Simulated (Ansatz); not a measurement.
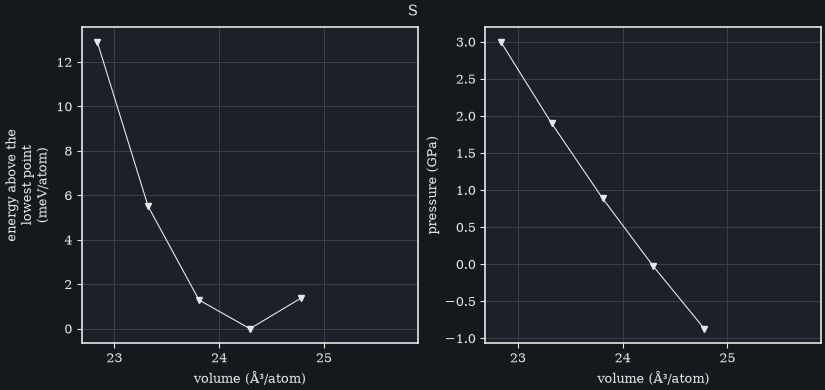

The plot gives the computed energy above the lowest point and pressure against volume for S, space group Fd-3m (No. 227) (one of a set of cubic test structures, which need not be the stable phase).

How it was computed, with Ansatz 0.2.0 development build: equation of state of a cubic crystal from periodic Kohn-Sham density functional theory without spin, third-order Birch-Murnaghan fit to the free energies; pressure corrected for the finite basis. Level: PBE.

```json
{"setting": "structure type", "value": "diamond"}
{"setting": "atoms in cell", "value": "2"}
{"setting": "space group number", "value": "227"}
{"setting": "lattice centring", "value": "face-centred primitive"}
{"setting": "k mesh", "value": "16×16×16"}
{"setting": "occupation method", "value": "Fermi–Dirac"}
{"setting": "occupation width", "value": "0.06123 eV"}
{"setting": "wave cutoff", "value": "700 eV"}
{"setting": "datasets", "value": "hard PAW"}
{"setting": "density tolerance", "value": "1e-09 eV"}
{"setting": "bands", "value": "10"}
{"setting": "density cutoff ratio", "value": "4"}
{"setting": "search for lower states", "value": "default"}
```

The points at volume 25.27 Å³/atom and 25.75 Å³/atom are left out of the plot. What values does the calculation give there?

```csv
volume (Å³/atom),energy above the lowest point (meV/atom),pressure (GPa)
25.27,5.2,-1.631
25.75,11.2,-2.330
```

Limits of the calculation: cubic model structure, not the ambient form; modest k-mesh, values are not fully converged in k.
